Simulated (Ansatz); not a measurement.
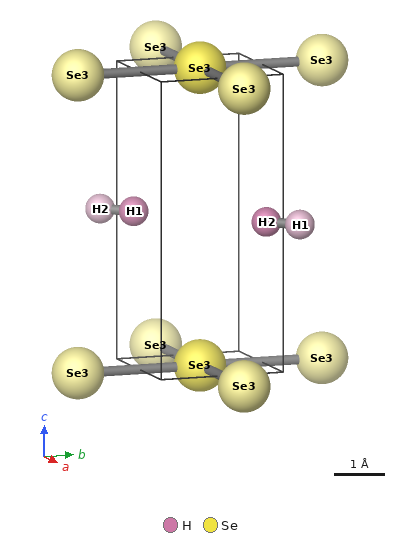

Fig. 1: The input geometry (ball-and-stick view of the cell of the calculation, seen slightly off an axis; neighbours outside the cell are drawn fainter; atoms are numbered from 1 in the order of the input). An atom can appear more than once, as a periodic image. Near neighbours in the periodic cell (some may lie outside the picture): H has 1 H at 0.75 Å; Se has 4 Se at 2.63 Å.

## H2Se: band-structure calculation

H2Se (Cmmm, 3 atoms in the cell), computed with DFT PBE+D3(BJ), scalar-relativistic, plane waves, PAW, no spin polarisation (Ansatz 0.2.0).

The structure was made by a generator, so it may or may not be a known phase. Figures and captions count atoms from 1; the log counts them from 0 in places.

The input:
```yaml
crystal:
  lattice:
    - [1.8589950631, -1.863347636, 0.0]
    - [1.8589950631, 1.863347636, 0.0]
    - [0.0, 0.0, 6.1247524994]
  atoms:
    - { symbol: H, position: [0.1009073196, 0.1009073196, 0.5] }
    - { symbol: H, position: [0.8990926804, 0.8990926804, 0.5] }
    - { symbol: Se, position: [0.5, 0.5, 0.0] }
basis:
  ecutwfc: 420
kpoints:
  mp_grid: { grid: [18, 18, 8] }
  band_path:
    path:
      - [[0.0, 0.0, 0.0], [-0.5, 0.5, 0.0], [-0.49883342, 0.50116658, 0.0]]
      - [[0.49883342, 0.49883342, 0.0], [0.0, 0.0, 0.0], [0.0, 0.0, 0.5], [0.49883342, 0.49883342, 0.5]]
      - [[-0.49883342, 0.50116658, 0.5], [-0.5, 0.5, 0.5], [-0.5, 0.5, 0.0]]
      - [[0.0, 0.0, 0.0], [0.0, 0.5, 0.0], [0.0, 0.5, 0.5], [0.0, 0.0, 0.5], [-0.5, 0.5, 0.5]]
    npoints: 14
hamiltonian:
  xc: pbe
  dispersion: d3bj
scf:
  occupations: { method: gaussian, width: 0.1 }
  n_extra_bands: 7
output:
  forces: true
  stress: true
  eigenvalues: true
  populations: true
  dos: { projected: true, de: 0.02, nscf_kmesh: { grid: [22, 22, 10] } }
  bader: true
  write_density: true
  write_potential: true
  elf: true
  volumetric_format: npy
```

Hardware: 1 thread of Intel Xeon @ 2.50GHz (Skylake/Cascade Lake), 189 GiB of memory available, shared host.

Command:
```bash
ansatz run input.yaml --threads 1 --pin off --max-ram 2560MiB --backend cpu --events-out ev --progress --plain --runs-dir out
```

What the program printed:
```
scf.n_extra_bands = 7 over 9 filled bands (N_el = 18.0): the run solves 16 bands
Engine: ansatz 0.2.0, x86_64-unknown-linux-gnu
Pseudopotentials: kind: paw
Pseudopotential: H, paw, valence charge 1, recommended cutoff 420 eV (normal), H.paw.azcp
Pseudopotential: Se, paw, valence charge 16, recommended cutoff 420 eV (normal), Se.paw.azcp
Functional definition: PBE
  parameter kappa = 0.804
  parameter beta = 0.06672455060314922
  exchange = pbe_x(kappa = kappa, mu = beta*pi^2/3)
  correlation = pbe_c(beta = beta)
Crystal: 3 atoms, lattice volume = 42.432 Å³
Basis set: ecut = 420 eV, 825 PW (Γ), exchange–correlation on 36×36×90 points (8 copies of the dense FFT grid, shifted against one another)
Bands: 16, of which v1, the nominal top of the filled ones, is band 9 counted from 1 (8 counted from 0)
Symmetry: 8 space group operations
Space group: Cmmm (ITA 65), of the structure as read, at distance tolerance 3.5e-5 Å
k-points: 455 of 2592
Non-local potential: H, projectors of the file, l = 0: 2, l = 1: 1
Non-local potential: Se, projectors of the file, l = 0: 2, l = 1: 2, l = 2: 3, l = 3: 1
PAW form: soft (Blöchl's): semilocal exchange-correlation on the pseudo side does not see the compensation charge
PAW one-centre angular grid: H, 110 points (default); XC on 64 Gauss nodes
PAW one-centre angular grid: Se, 590 points (default); XC on 64 Gauss nodes
Initial density: superposition of atomic densities (neutral atoms: chi_scale 0, normalization atom), corrected by the library's trained network
Initial wavefunctions: pseudopotential atomic-orbital guess
Functional: x = pbe(κ = 0.804, μ = 0.2195149727645171), c = pbe(β = 0.06672455060314922)
SCF iter   1: F=—  HF=-5500.894768 eV  |F-HF|=—  |Δ(HF+E_count)|=         —  Δρ=1.95e-3  dr2=5.87e-3  ethr=1.77e-3  ⟨swp⟩=5.3  Hψ=41069  notcnv=0  defer=153
preconditioner: auto → LDOS  [metal: Δε(μ)=0.031 eV  Ē_g=15.462 eV  σ=0.100 eV  W_gap=0.17  n_scr=4 (ndim 8)  ℏωp=16.1 eV  f_vac=0.067  D(μ)=0.61/eV (n_scr^D=2)  β→1.0]
SCF iter   2: F=—  HF=-5500.892139 eV  |F-HF|=—  |Δ(HF+E_count)|=   2.63e-3  Δρ=7.67e-4  dr2=1.82e-4  ethr=3.26e-5  ⟨swp⟩=2.2  Hψ=13908  notcnv=0  defer=843
SCF iter   3: F=—  HF=-5500.892177 eV  |F-HF|=—  |Δ(HF+E_count)|=   3.79e-5  Δρ=2.02e-4  dr2=2.68e-5  ethr=1.01e-6  ⟨swp⟩=2.0  Hψ=10486  notcnv=0  defer=843
SCF iter   4: F=—  HF=-5500.892094 eV  |F-HF|=—  |Δ(HF+E_count)|=   8.24e-5  Δρ=6.49e-5  dr2=2.27e-6  ethr=1.49e-7  ⟨swp⟩=2.0  Hψ=10466  notcnv=0  defer=843
SCF iter   5: F=—  HF=-5500.892094 eV  |F-HF|=—  |Δ(HF+E_count)|=   9.22e-8  Δρ=1.69e-5  dr2=1.54e-7  ethr=1.26e-8  ⟨swp⟩=1.9  Hψ=7244  notcnv=0  defer=843
SCF iter   6: F=-5500.892094 eV  HF=-5500.892094 eV  |F-HF|=1.50e-9  |Δ(HF+E_count)|=   8.01e-8  Δρ=2.29e-6  dr2=2.48e-9  ethr=5.56e-10  ⟨swp⟩=12.5  Hψ=48087  notcnv=0
SCF 1 converged in 6 iterations: F = -5500.892094 eV  dr2 = 2.48e-9
  Residual-converged pass: ⟨swp⟩=1.0  Hψ=9103  notcnv=0  max |occ|·‖R‖ = 7.1e-9 eV (tolerance 1.0e-8 eV)  dr2=2.48e-9  dr2_onsite=2.03e-11  max |Δocc| = 5.1e-11
  greatest PAW one-centre occupation: 1.000 electrons in one spin orbital (limit 2), on the Se atom at site 2 (counted from 0), in its partial waves of l = 2
```

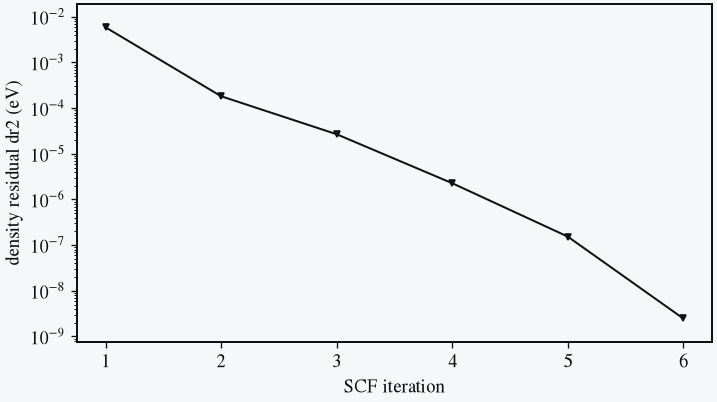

Fig. 2: Convergence of the self-consistent field: density residual dr2 against the SCF iteration. The residual falls at every step.

```
NSCF: frozen V_eff on 158 k-points
NSCF: frozen V_eff on 798 k-points
SCF converged after 6 iterations
Free energy (F): -5500.892094 eV
Harris-Foulkes:  -5500.892094 eV  (|F-HF|=1.50e-9)
Internal energy: -5500.889481 eV  (E = F + TS)
E sigma→0 (E₀):  -5500.890788 eV
Entropy (-TS):   -0.002613 eV (-0.871 meV/atom)
Fermi energy:    3.246658 eV
--- Per-component energies (eV) ---
  E_band       = -470.038510
  E_kinetic    = 144.142467
  E_local      = -3450.102116  (includes V_loc(G=0)·N_el)
  E_nonlocal   = -590.816552
  E_hartree    = 1665.528556
  E_xc         = -121.252573
  E_vxc        = -120.044769  (∫ρ·V_xc dr)
  E_paw        = -1913.320309  (= ΣΔE_a)
  E_vpaw       = 215.730405  (= ΣTr[D̂ρ^β])
  E_aug_tail   = -0.003134  (compensation charges beyond the density's cutoff)
  E_ewald      = -1234.714510
  E_disp       = -0.351312  (pairwise vdW)
  E_smearing   = -0.002613  (= −TS)
  E_closure    = 0.000000  (closes the sum)
  Σ components = -5500.892094   (vs F -5500.892094, Δ=0.00e0)
--- Forces (eV/Å), atoms counted from 1 ---
  atom   1  H      0.00027308     0.00000000     0.00000000
  atom   2  H     -0.00027308     0.00000000     0.00000000
  atom   3  Se     0.00000000     0.00000000     0.00000000
  max |Σ_I F_I| component: 5.42e-20 eV/Å
--- Stress (GPa, compression-positive) ---
        0.003612       0.000000       0.000000
        0.000000      -0.003097       0.000000
        0.000000       0.000000      -0.001548
  P = ⅓ Tr σ = -0.0003 GPa (-0.003 kbar)
--- Band table (eV; the first three rows and the last of 455) ---
  k-point 0: bands = ["-45.0320", "-44.9766", "-44.7962", "-44.7959", "-44.7591", "-12.3276", "-3.4291", "-0.6978", "7.1126", "7.1312", "10.8156", "11.8027", "13.0034", "15.2555", "17.6570", "19.5878"]
  k-point 1: bands = ["-45.0320", "-44.9766", "-44.7962", "-44.7959", "-44.7591", "-12.3268", "-3.4757", "-0.6032", "7.1130", "7.1314", "10.0041", "12.7032", "13.0044", "15.2707", "17.6314", "19.5629"]
  k-point 2: bands = ["-45.0320", "-44.9766", "-44.7962", "-44.7959", "-44.7591", "-12.3248", "-3.5794", "-0.3786", "7.1140", "7.1318", "9.0449", "13.0066", "13.8896", "15.3091", "17.5710", "19.5901"]
  k-point 454: bands = ["-45.0070", "-44.9505", "-44.8099", "-44.8095", "-44.7290", "-6.1114", "-1.0707", "-1.0393", "-0.1178", "4.5080", "7.4369", "9.9531", "11.7328", "14.2542", "15.9990", "16.2592"]
--- Löwdin populations: 3 sites ---
  site symbol       q [e]
     0      H      0.9835
     1      H      0.9835
     2     Se     15.9532
  spilling = 0.004432 (of n_electrons = 18.000000)
--- Bader charges: 3 sites ---
  site symbol  charge [e]  shift [e]
     0      H     -0.0069     0.0000
     1      H     -0.0069     0.0000
     2     Se      0.0137     0.0000
  estimated error of the sums over rays = 4.6e-5 e
```

File bader_charges.tsv:
```
# site	symbol	x_ang	y_ang	z_ang	partial_charge_e	electrons	volume_ang3	relative_density_drop	shared_charge_e	partial_wave_shift_e
# quadrature_error_electrons = 4.6e-5
0	H	0.3752	0.0000	3.0624	-0.00687	1.00687	7.90	-	-0.00687	0.00000
1	H	3.3428	0.0000	3.0624	-0.00687	1.00687	7.90	-	-0.00687	0.00000
2	Se	1.8590	0.0000	0.0000	0.01374	33.98626	26.63	-	0.01374	0.00000
```

File populations.tsv:
```
# site	symbol	l	j	q
# orbitals = lowdin
# n_electrons = 18.000000
# spilling = 0.004432
0	H	0_1S	-	0.983529
1	H	0_1S	-	0.983529
2	Se	0_4S	-	1.922270
2	Se	1_4P	-	4.030997
2	Se	2_3D	-	9.999901
```

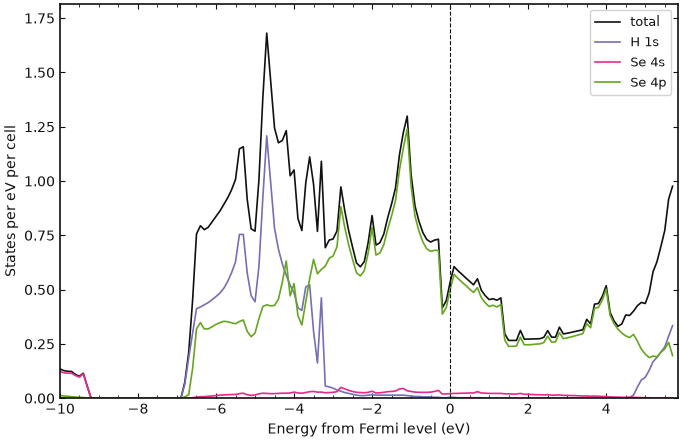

Fig. 3: Density of states (projected on Löwdin-orthogonalised atomic shells), with energies from the Fermi level. There are states at the Fermi level: a metal at this level of theory.

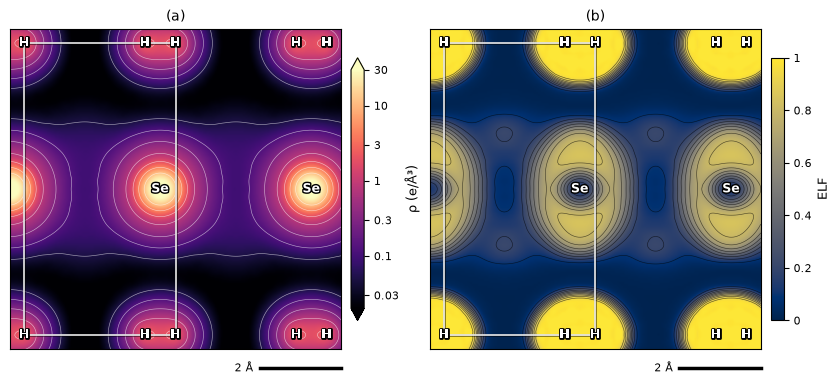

Fig. 4: (a) valence pseudo-density; (b) ELF on the (011̄) plane of the conventional cell. H–H (0.75 Å): ρ is about 1.8 e/Å³ halfway; the ELF is about 1 at the midpoint (a covalent bond by its length). Away from the nuclei the density in this plane falls to 0.01 e/Å³ at its lowest. In a PAW calculation such maps are meaningful between the atoms, not at the nuclei.

Results in brief:

```json
{"quantity": "outcome", "value": "converged"}
{"quantity": "space group (tolerance 0.01 Å)", "value": "Cmmm (65)"}
{"quantity": "electrons treated", "value": "18"}
{"quantity": "free energy", "value": "−5500.8921 eV"}
{"quantity": "Fermi energy", "value": "3.247 eV"}
{"quantity": "gap on the k-point mesh", "value": "none (metallic)"}
{"quantity": "pressure", "value": "0.00 GPa"}
{"quantity": "largest force (length of the vector)", "value": "under 0.001 eV/Å"}
{"quantity": "wall time", "value": "2.1 min"}
{"quantity": "peak memory", "value": "0.63 GiB"}
```
